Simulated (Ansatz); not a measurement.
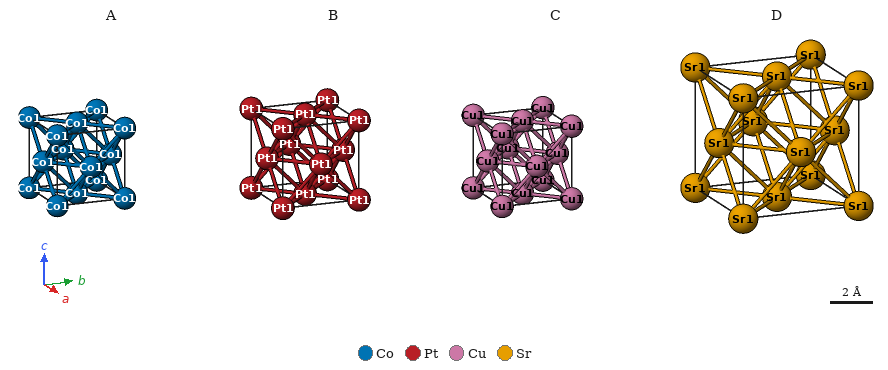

One structure type (space group Fm-3m for the parent) with different elements on its sites, each relaxed in cell and atoms to zero pressure (within 0.1 GPa). A ball-and-stick model of the conventional cell (4 times the calculation's cell), seen slightly off an axis. Lengths and directions refer to the drawn axes.

Level of theory: DFT PBE, scalar-relativistic, plane waves, PAW (Ansatz). Settings: plane-wave cutoff 420 eV; occupations gaussian; smearing width 0.1 eV. The k-mesh is chosen for each cell (20×20×20, 18×18×18, 12×12×12). Spin polarisation is switched on in some of the runs only.

### Give the formulas, and rank the crystals by volume per atom, smallest first.

A = Co (10.9 Å³), C = Cu (12.0 Å³), B = Pt (15.6 Å³), D = Sr (54.7 Å³).
